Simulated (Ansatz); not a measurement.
Run report: W, single-point calculation

The run: single-point calculation of W (slab, 16 atoms in the cell). Method and program: DFT PBE, scalar-relativistic, plane waves, PAW, PAW set soft_1, no spin polarisation (Ansatz 0.2.0).

The structure derives from an entry of the Crystallography Open Database. Figures and captions count atoms from 1; the log counts them from 0 in places.

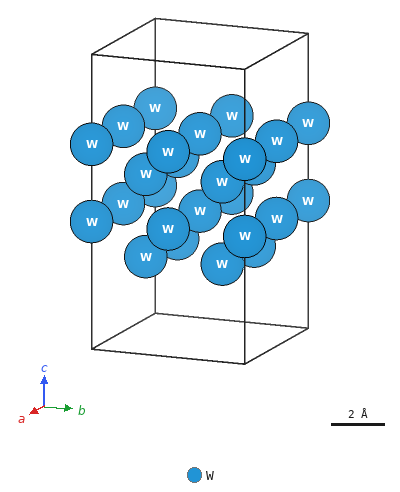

Fig. 1: The structure (spheres-only view of the cell of the calculation, with the vacuum cut short, seen slightly off an axis). An atom can appear more than once, as a periodic image.

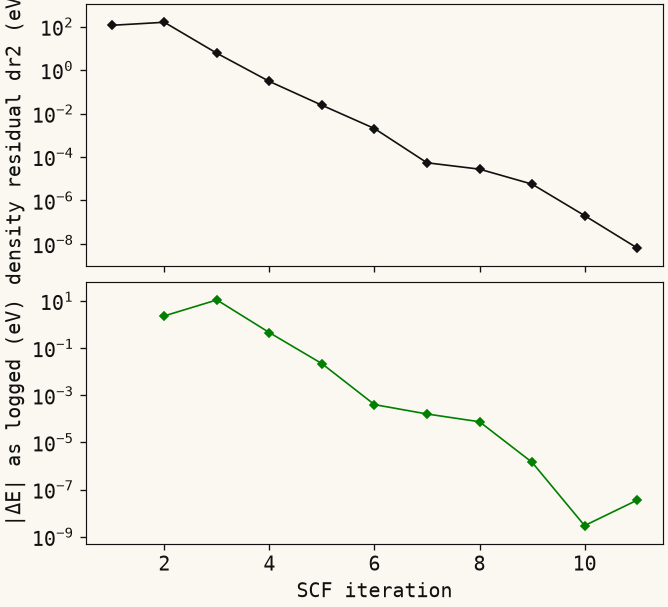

Fig. 2: Convergence of the self-consistent field: density residual dr2 and size of the energy change against the SCF iteration. The residual falls almost steadily, with no more than small rises.

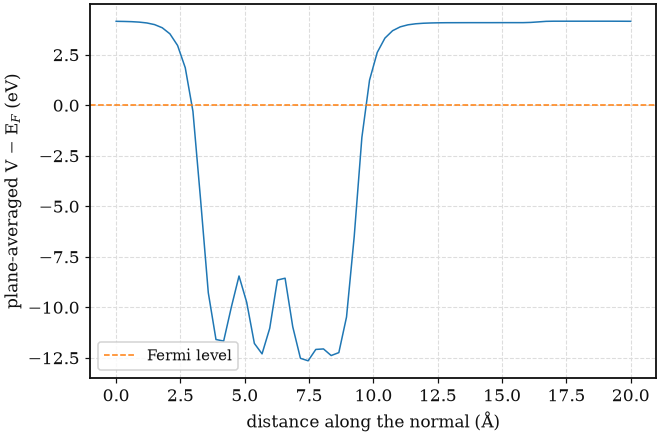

Fig. 3: Plane average of the electrostatic potential energy of an electron across the cell, from the Fermi level. The vacuum level lies 4.09 eV above the Fermi level on the upper side and 4.16 eV on the lower.

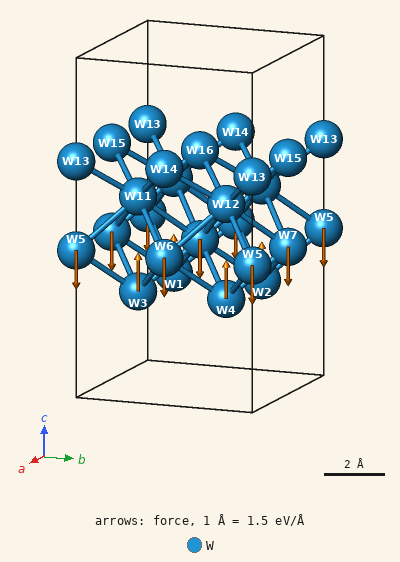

Fig. 4: Forces on the atoms as orange arrows (ball-and-stick view of the cell of the calculation, with the vacuum cut short, seen slightly off an axis; atoms are numbered from 1 in the order of the input); the smallest are left out. The largest act on W5, W6, W7, W8 (2.05 eV/Å); W1, W2, W3, W4 (2.01 eV/Å). The geometry is not a stationary point of this energy.

The input that produced these results follows, with the program's output.

Input file
```yaml
crystal:
  lattice:
    - [6.367398338, 0.0, 0.0]
    - [0.0, 6.367398338, 0.0]
    - [0.0, 0.0, 20.1425775803]
  atoms:
    - { symbol: W, position: [0.25, 0.25, 0.1985843164] }
    - { symbol: W, position: [0.25, 0.75, 0.1985843164] }
    - { symbol: W, position: [0.75, 0.25, 0.1985843164] }
    - { symbol: W, position: [0.75, 0.75, 0.1985843164] }
    - { symbol: W, position: [0.0, 0.0, 0.2776134068] }
    - { symbol: W, position: [0.0, 0.5, 0.2776134068] }
    - { symbol: W, position: [0.5, 0.0, 0.2776134068] }
    - { symbol: W, position: [0.5, 0.5, 0.2776134068] }
    - { symbol: W, position: [0.25, 0.25, 0.3599451808] }
    - { symbol: W, position: [0.25, 0.75, 0.3599451808] }
    - { symbol: W, position: [0.75, 0.25, 0.3599451808] }
    - { symbol: W, position: [0.75, 0.75, 0.3599451808] }
    - { symbol: W, position: [0.0, 0.0, 0.4290700903] }
    - { symbol: W, position: [0.0, 0.5, 0.4290700903] }
    - { symbol: W, position: [0.5, 0.0, 0.4290700903] }
    - { symbol: W, position: [0.5, 0.5, 0.4290700903] }
basis:
  ecutwfc: 420
kpoints:
  mp_grid: { grid: [4, 4, 1] }
hamiltonian:
  xc: pbe
  pseudopotentials: { kind: paw, azcp: { folder: soft_1 } }
scf:
  occupations: { method: gaussian, width: 0.1 }
output:
  forces: true
  eigenvalues: true
efield:
  axis: 3
  dipole_correction: true
  ramp_width: 0.04
```

Run as:
```bash
ansatz run input.yaml --threads 4 --pin off --max-ram 12288MiB --backend cpu --events-out ev --progress --plain --runs-dir out
```

Log
```
Engine: ansatz 0.2.0, x86_64-unknown-linux-gnu
Pseudopotentials: kind: paw
Pseudopotential: W, paw, valence charge 14, recommended cutoff 420 eV (normal), [file]
Functional definition: PBE
  parameter kappa = 0.804
  parameter beta = 0.06672455060314922
  exchange = pbe_x(kappa = kappa, mu = beta*pi^2/3)
  correlation = pbe_c(beta = beta)
Crystal: 16 atoms, lattice volume = 816.656 Å³
Basis set: ecut = 420 eV, 15975 PW (Γ), exchange–correlation on 90×90×270 points (8 copies of the dense FFT grid, shifted against one another)
Bands: 135, of which v1, the nominal top of the filled ones, is band 112 counted from 1 (111 counted from 0)
Symmetry: 32 space group operations
Space group: P4mm (ITA 99), of the structure as read, at distance tolerance 9.3e-5 Å
k-points: 6 of 16
Non-local potential: W, projectors of the file, l = 0: 3, l = 1: 2, l = 2: 2, l = 3: 1
PAW form: soft (Blöchl's): semilocal exchange-correlation on the pseudo side does not see the compensation charge
PAW one-centre angular grid: W, 590 points (default); XC on 64 Gauss nodes
Initial density: superposition of atomic densities (neutral atoms: chi_scale 0, normalization atom)
Initial wavefunctions: pseudopotential atomic-orbital guess
Functional: x = pbe(κ = 0.804, μ = 0.2195149727645171), c = pbe(β = 0.06672455060314922)
SCF iter   1: F=—  HF=-166167.435777 eV  |F-HF|=—  |Δ(HF+E_count)|=         —  Δρ=4.71e-2  dr2=1.14e2  ethr=3.10e-3  p=-0.000 e·Å  D=-2.13e-7 V/Å  ΔV_dip=0.00 eV  dr2_dipole=4.70e0  V_vac-E_F(+/−)=6.78/6.78 eV  ⟨swp⟩=8.5  Hψ=3884  notcnv=0
efield: sawtooth ramp at fractional position 0.7938 (placed from the atoms, in the widest stretch of the axis that holds none; the zero of the levels goes with the place), width 0.0400; the density the first Hamiltonian is built on has a dipole p = -0.000 e·Å; the dipole correction subtracts the counter field D = -2.13e-7 V/Å, which shifts the + side's vacuum level by +0.00 eV against the − side's; the planar-averaged density in the ramp window peaks in size at 3.8e-7 e/Å³
preconditioner: auto → LDOS  [insulator: Δε(μ)=0.130 eV  Ē_g=4.757 eV  σ=0.100 eV  W_gap=0.63  n_scr=138 (ndim 8)  ℏωp=12.7 eV  f_vac=0.568  D(μ)=14.78/eV (n_scr^D=74)  ε∞_Penn≈8.2  β→1.0]
SCF iter   2: F=—  HF=-166165.106229 eV  |F-HF|=—  |Δ(HF+E_count)|=    2.33e0  Δρ=4.67e-2  dr2=1.57e2  ethr=3.10e-3  p=0.262 e·Å  D=5.82e-2 V/Å  ΔV_dip=-1.17 eV  dr2_dipole=1.84e0  V_vac-E_F(+/−)=1.64/2.81 eV  ⟨swp⟩=5.2  Hψ=2085  notcnv=0  defer=82
SCF iter   3: F=—  HF=-166154.047521 eV  |F-HF|=—  |Δ(HF+E_count)|=    1.11e1  Δρ=9.19e-3  dr2=5.91e0  ethr=3.10e-3  p=0.020 e·Å  D=4.38e-3 V/Å  ΔV_dip=-0.09 eV  dr2_dipole=3.52e-2  V_vac-E_F(+/−)=4.81/4.90 eV  ⟨swp⟩=4.2  Hψ=1882  notcnv=0  defer=73
SCF iter   4: F=—  HF=-166153.592621 eV  |F-HF|=—  |Δ(HF+E_count)|=   4.55e-1  Δρ=2.61e-3  dr2=2.99e-1  ethr=2.64e-3  p=0.032 e·Å  D=7.19e-3 V/Å  ΔV_dip=-0.14 eV  dr2_dipole=4.45e-4  V_vac-E_F(+/−)=4.25/4.39 eV  ⟨swp⟩=2.3  Hψ=982  notcnv=0  defer=87
SCF iter   5: F=—  HF=-166153.570599 eV  |F-HF|=—  |Δ(HF+E_count)|=   2.20e-2  Δρ=9.97e-4  dr2=2.40e-2  ethr=1.34e-4  p=0.029 e·Å  D=6.50e-3 V/Å  ΔV_dip=-0.13 eV  dr2_dipole=2.42e-4  V_vac-E_F(+/−)=4.04/4.17 eV  ⟨swp⟩=3.2  Hψ=1248  notcnv=0  defer=87
SCF iter   6: F=—  HF=-166153.571002 eV  |F-HF|=—  |Δ(HF+E_count)|=   4.03e-4  Δρ=2.90e-4  dr2=2.04e-3  ethr=1.07e-5  p=0.023 e·Å  D=5.10e-3 V/Å  ΔV_dip=-0.10 eV  dr2_dipole=2.39e-4  V_vac-E_F(+/−)=4.08/4.18 eV  ⟨swp⟩=2.7  Hψ=1026  notcnv=0  defer=87
SCF iter   7: F=—  HF=-166153.571163 eV  |F-HF|=—  |Δ(HF+E_count)|=   1.61e-4  Δρ=7.24e-5  dr2=5.42e-5  ethr=9.09e-7  p=0.019 e·Å  D=4.24e-3 V/Å  ΔV_dip=-0.09 eV  dr2_dipole=1.73e-5  V_vac-E_F(+/−)=4.08/4.17 eV  ⟨swp⟩=2.7  Hψ=1029  notcnv=0  defer=87
SCF iter   8: F=—  HF=-166153.571088 eV  |F-HF|=—  |Δ(HF+E_count)|=   7.54e-5  Δρ=2.50e-5  dr2=2.76e-5  ethr=2.42e-8  p=0.017 e·Å  D=3.71e-3 V/Å  ΔV_dip=-0.07 eV  dr2_dipole=2.49e-6  V_vac-E_F(+/−)=4.09/4.16 eV  ⟨swp⟩=3.5  Hψ=1695  notcnv=0  defer=87
SCF iter   9: F=—  HF=-166153.571089 eV  |F-HF|=—  |Δ(HF+E_count)|=   1.44e-6  Δρ=9.34e-6  dr2=5.65e-6  ethr=1.23e-8  p=0.016 e·Å  D=3.62e-3 V/Å  ΔV_dip=-0.07 eV  dr2_dipole=1.98e-7  V_vac-E_F(+/−)=4.09/4.16 eV  ⟨swp⟩=2.0  Hψ=968  notcnv=0  defer=87
SCF iter  10: F=—  HF=-166153.571089 eV  |F-HF|=—  |Δ(HF+E_count)|=   2.97e-9  Δρ=2.60e-6  dr2=2.02e-7  ethr=2.52e-9  p=0.016 e·Å  D=3.57e-3 V/Å  ΔV_dip=-0.07 eV  dr2_dipole=2.08e-8  V_vac-E_F(+/−)=4.09/4.16 eV  ⟨swp⟩=2.2  Hψ=963  notcnv=0  defer=87
SCF iter  11: F=-166153.571089 eV  HF=-166153.571089 eV  |F-HF|=2.76e-9  |Δ(HF+E_count)|=   3.57e-8  Δρ=6.56e-7  dr2=6.55e-9  ethr=4.46e-11  p=0.016 e·Å  D=3.56e-3 V/Å  ΔV_dip=-0.07 eV  dr2_dipole=1.01e-12  V_vac-E_F(+/−)=4.09/4.16 eV  ⟨swp⟩=44.5  Hψ=4924  notcnv=0
SCF 1 converged in 11 iterations: F = -166153.571089 eV  dr2 = 6.55e-9
  greatest PAW one-centre occupation: 0.999 electrons in one spin orbital (limit 2), on the W atom at site 11 (counted from 0), in its partial waves of l = 0
SCF converged after 11 iterations
Free energy (F): -166153.571089 eV
Harris-Foulkes:  -166153.571089 eV  (|F-HF|=2.76e-9)
Internal energy: -166153.455284 eV  (E = F + TS)
E sigma→0 (E₀):  -166153.513186 eV
Entropy (-TS):   -0.115806 eV (-7.238 meV/atom)
Fermi energy:    4.149728 eV
Dipole field:    D = 0.003559 V/Å  (p = 0.016062 e·Å, saw-weighted, corrected)
Work function:   Φ+ = 4.0878 eV   Φ− = 4.1595 eV
Levels:          The Fermi level and band energies are counted from a zero that moves with the ramp; work functions are not
--- Per-component energies (eV) ---
  E_band       = -5317.951029
  E_kinetic    = 6708.052292
  E_local      = -189656.927199  (includes V_loc(G=0)·N_el)
  E_nonlocal   = -396.287278
  E_hartree    = 92143.073711
  E_xc         = -4252.995620
  E_vxc        = -3661.087016  (∫ρ·V_xc dr)
  E_paw        = -137244.180098  (= ΣΔE_a)
  E_vpaw       = -2597.828165  (= ΣTr[D̂ρ^β])
  E_aug_tail   = 0.002407  (compensation charges beyond the density's cutoff)
  E_efield     = 0.000029  (sawtooth field / dipole correction)
  E_vefield    = -0.039702  (∫n·V_field dr)
  E_ewald      = 66545.806472
  E_smearing   = -0.115806  (= −TS)
  E_closure    = -0.000000  (closes the sum)
  Σ components = -166153.571089   (vs F -166153.571089, Δ=0.00e0)
--- Forces (eV/Å), atoms counted from 1 ---
  atom   1  W      0.00000000     0.00000000     2.00523474
  atom   2  W      0.00000000     0.00000000     2.00523474
  atom   3  W      0.00000000    -0.00000000     2.00523474
  atom   4  W      0.00000000    -0.00000000     2.00523474
  atom   5  W      0.00000000    -0.00000000    -2.04542643
  atom   6  W     -0.00000000    -0.00000000    -2.04542643
  atom   7  W      0.00000000     0.00000000    -2.04542643
  atom   8  W     -0.00000000     0.00000000    -2.04542643
  atom   9  W     -0.00000000    -0.00000000     0.02904556
  atom  10  W     -0.00000000    -0.00000000     0.02904556
  atom  11  W      0.00000000     0.00000000     0.02904556
  atom  12  W      0.00000000    -0.00000000     0.02904556
  atom  13  W     -0.00000000    -0.00000000     0.01113681
  atom  14  W     -0.00000000     0.00000000     0.01113681
  atom  15  W     -0.00000000    -0.00000000     0.01113681
  atom  16  W     -0.00000000     0.00000000     0.01113681
  max |Σ_I F_I| component: 3.73e-5 eV/Å
--- Band table (eV; the first three rows and the last of 6) ---
  k-point 0: bands = ["-69.6807", "-69.6182", "-69.6182", "-69.6100", "-69.5951", "-69.5951", "-69.5909", "-69.5873", "-69.5456", "-69.5079", "-69.5079", "-69.4992", "-69.4631", "-69.4631", "-69.4549", "-69.3984", "-34.4163", "-34.4163", "-34.4163", "-34.4163", "-34.3709", "-34.3709", "-34.1239", "-34.0896", "-34.0896", "-34.0692", "-34.0692", "-34.0634", "-34.0634", "-34.0335", "-34.0293", "-34.0293", "-33.9009", "-33.8836", "-33.8326", "-33.8326", "-33.7850", "-33.7333", "-33.7333", "-33.7166", "-33.7087", "-33.6749", "-33.6749", "-33.6536", "-33.6536", "-33.6157", "-33.6157", "-33.5912", "-33.5912", "-33.5525", "-33.5525", "-33.5418", "-33.5418", "-33.4798", "-33.4798", "-33.4055", "-33.3531", "-33.3531", "-33.2686", "-33.2686", "-33.2582", "-33.2582", "-33.2399", "-33.2399", "-4.1010", "-1.7497", "-1.2917", "-1.2917", "-1.1532", "-1.1532", "-0.8235", "-0.7462", "-0.6505", "-0.3510", "0.0943", "0.0943", "0.2781", "0.2781", "0.3409", "0.8016", "1.0895", "1.0895", "1.4818", "1.5101", "1.5121", "1.5121", "1.6883", "1.6883", "1.8210", "1.8210", "1.9048", "1.9048", "1.9293", "1.9293", "2.8941", "2.8941", "3.3951", "3.3951", "3.4364", "3.4364", "3.5413", "3.5505", "3.6140", "3.6140", "3.7723", "3.7723", "3.8083", "3.8756", "3.8756", "4.0058", "4.0058", "4.0709", "4.4776", "4.4776", "5.0028", "5.1497", "5.1497", "5.3459", "5.3459", "5.6859", "5.6859", "5.7448", "5.7448", "5.8387", "6.0723", "6.0723", "6.0860", "6.1538", "6.7332", "6.7332", "6.7386", "6.7386", "6.8962", "6.8962", "6.9025"]
  k-point 1: bands = ["-69.6741", "-69.6336", "-69.6170", "-69.6112", "-69.5940", "-69.5885", "-69.5865", "-69.5853", "-69.5461", "-69.5243", "-69.5066", "-69.5005", "-69.4619", "-69.4561", "-69.4457", "-69.4043", "-34.3964", "-34.3902", "-34.3871", "-34.3709", "-34.3409", "-34.3283", "-34.1943", "-34.1344", "-34.1143", "-34.1065", "-34.1058", "-34.0597", "-34.0422", "-34.0383", "-34.0116", "-33.9966", "-33.9439", "-33.8776", "-33.8456", "-33.8285", "-33.8165", "-33.7841", "-33.7565", "-33.7415", "-33.7368", "-33.7103", "-33.6605", "-33.6538", "-33.6511", "-33.6221", "-33.5747", "-33.5623", "-33.5574", "-33.5491", "-33.5202", "-33.5188", "-33.5172", "-33.4907", "-33.4604", "-33.3707", "-33.3657", "-33.3249", "-33.2832", "-33.2756", "-33.2727", "-33.2678", "-33.2546", "-33.2523", "-3.7662", "-1.8009", "-1.5354", "-1.0359", "-0.9542", "-0.8352", "-0.6120", "-0.6079", "-0.4937", "-0.2205", "-0.1259", "0.2480", "0.3024", "0.3136", "0.4273", "0.8934", "0.9983", "1.0616", "1.2714", "1.3752", "1.4720", "1.5720", "1.5860", "1.5966", "1.6686", "1.7705", "1.8930", "1.9003", "2.0516", "2.6401", "2.6646", "2.6753", "2.8461", "2.8776", "3.2016", "3.3006", "3.4943", "3.5569", "3.5660", "3.5695", "3.7130", "3.7790", "3.8149", "3.9754", "3.9960", "4.0842", "4.1756", "4.2283", "4.3325", "4.5007", "4.5321", "4.5378", "4.8410", "4.9673", "5.1174", "5.3227", "5.6343", "5.7187", "5.7605", "5.8480", "5.8974", "5.9858", "6.0565", "6.1049", "6.1357", "6.1517", "6.2875", "6.2900", "6.4059", "6.4716", "6.6577"]
  k-point 2: bands = ["-69.6565", "-69.6565", "-69.6141", "-69.6141", "-69.5912", "-69.5912", "-69.5798", "-69.5798", "-69.5425", "-69.5425", "-69.5036", "-69.5036", "-69.4590", "-69.4590", "-69.4212", "-69.4212", "-34.3658", "-34.3658", "-34.3057", "-34.3057", "-34.2885", "-34.2885", "-34.2148", "-34.2148", "-34.1964", "-34.1964", "-34.1204", "-34.1204", "-34.0278", "-34.0278", "-33.9593", "-33.9593", "-33.9515", "-33.9515", "-33.8366", "-33.8366", "-33.7720", "-33.7720", "-33.7634", "-33.7634", "-33.7425", "-33.7425", "-33.7285", "-33.7285", "-33.6368", "-33.6368", "-33.5575", "-33.5575", "-33.5230", "-33.5230", "-33.5157", "-33.5157", "-33.4540", "-33.4540", "-33.3831", "-33.3831", "-33.3471", "-33.3471", "-33.3035", "-33.3035", "-33.2898", "-33.2898", "-33.2518", "-33.2518", "-2.8684", "-2.8684", "-1.1421", "-1.1421", "-0.3819", "-0.3819", "-0.3041", "-0.3041", "-0.2609", "-0.2609", "0.0893", "0.0893", "0.4201", "0.4201", "0.4697", "0.4697", "0.5419", "0.5419", "1.3004", "1.3004", "1.4563", "1.4563", "1.8813", "1.8813", "1.9886", "1.9886", "2.1211", "2.1211", "2.1416", "2.1416", "2.4693", "2.4693", "2.7171", "2.7171", "2.8823", "2.8823", "3.1651", "3.1651", "3.3430", "3.3430", "3.6300", "3.6300", "3.9552", "3.9552", "3.9806", "3.9806", "4.0326", "4.0326", "4.1404", "4.1404", "4.8819", "4.8819", "4.9425", "4.9425", "5.0055", "5.0055", "5.1679", "5.1679", "5.4883", "5.4883", "5.8585", "5.8585", "5.9711", "5.9711", "5.9719", "5.9719", "6.5096", "6.5096", "6.5233", "6.5233", "6.5267"]
  k-point 5: bands = ["-69.6393", "-69.6393", "-69.6393", "-69.6393", "-69.5800", "-69.5800", "-69.5800", "-69.5800", "-69.5296", "-69.5296", "-69.5296", "-69.5296", "-69.4351", "-69.4351", "-69.4351", "-69.4351", "-34.2451", "-34.2451", "-34.2451", "-34.2451", "-34.2442", "-34.2442", "-34.2442", "-34.2442", "-34.1650", "-34.1650", "-34.1650", "-34.1650", "-34.0420", "-34.0420", "-34.0420", "-34.0420", "-33.9623", "-33.9623", "-33.9623", "-33.9623", "-33.8220", "-33.8220", "-33.8220", "-33.8220", "-33.6936", "-33.6936", "-33.6936", "-33.6936", "-33.5493", "-33.5493", "-33.5493", "-33.5493", "-33.5354", "-33.5354", "-33.5354", "-33.5354", "-33.4438", "-33.4438", "-33.4438", "-33.4438", "-33.3137", "-33.3137", "-33.3137", "-33.3137", "-33.2545", "-33.2545", "-33.2545", "-33.2545", "-1.8112", "-1.8112", "-1.8112", "-1.8112", "0.0069", "0.0069", "0.0069", "0.0069", "0.6802", "0.6802", "0.6802", "0.6802", "0.7404", "0.7404", "0.7404", "0.7404", "0.9201", "0.9201", "0.9201", "0.9201", "1.4850", "1.4850", "1.4850", "1.4850", "1.5281", "1.5281", "1.5281", "1.5281", "1.7852", "1.7852", "1.7852", "1.7852", "2.3213", "2.3213", "2.3213", "2.3213", "2.7117", "2.7117", "2.7117", "2.7117", "3.4306", "3.4306", "3.4306", "3.4306", "4.0409", "4.0409", "4.0409", "4.0409", "4.1492", "4.1492", "4.1492", "4.1492", "4.6091", "4.6091", "4.6091", "4.6091", "5.3087", "5.3087", "5.3087", "5.3087", "5.7039", "5.7039", "5.7039", "5.7039", "6.6474", "6.6474", "6.6474", "6.6474", "6.6748", "6.6748", "6.6748"]
```

Summary

```tsv
quantity	value
outcome	converged
electrons treated	224
free energy	−166153.5711 eV
work function, top face	4.09 eV
work function, bottom face	4.16 eV
Fermi energy	4.150 eV
gap on the k-point mesh	none (metallic)
work function (upper face)	4.09 eV
largest force (length of the vector)	2.045 eV/Å
hardware	4 threads of Intel Xeon @ 2.50GHz (Skylake/Cascade Lake), 32 GiB of memory available, shared host
wall time	19 s (CPU time 70 s)
peak memory	2.2 GiB
```

Notes

Spin–orbit coupling is left out, which matters for W.
